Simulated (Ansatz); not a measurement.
Ti$_{8}$O$_{13}$, 63 atoms, a = 7.69 Å, b = 7.69 Å, c = 13.91 Å, α = 90.00°, β = 90.00°, γ = 120.00°.

Space group R-3; a structure from a database of computed crystals, not necessarily the ambient phase; computed without spin polarisation.

These are results of DFT PBEsol, scalar-relativistic, plane waves, PAW in Ansatz 0.2.0, not measurements.

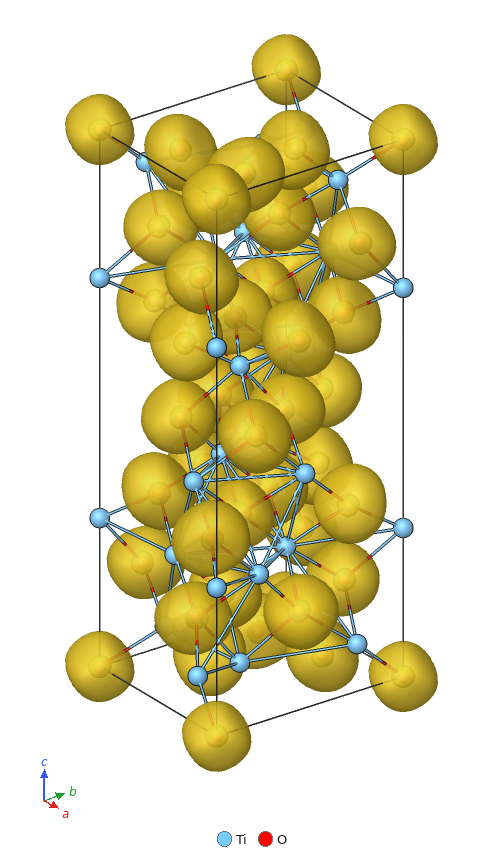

Ti$_{8}$O$_{13}$. Isosurface of the electron localisation function at 0.6 (yellow), seen slightly off an axis. Core shells and regions of very low density are left out. Sticks mark near contacts.

In a PAW calculation such maps are meaningful between the atoms, not at the nuclei.

Identify the bonds, lone pairs and shells in this picture.

The ELF exceeds this value in 39 regions wrapped around O (the valence shell of each), counted in one cell of 63 atoms. Any copies at cell faces, edges or corners count once. Profiles from the grid: Ti–O (1.85 Å): the ELF peaks at about 0.80 in the valence shell of O, 0.6 Å from its nucleus, and is about 0.25 at the midpoint (no localised pair shows between them). Ti–Ti (2.85 Å): the ELF is about 0.15 at the midpoint: no localised pair shows between them.
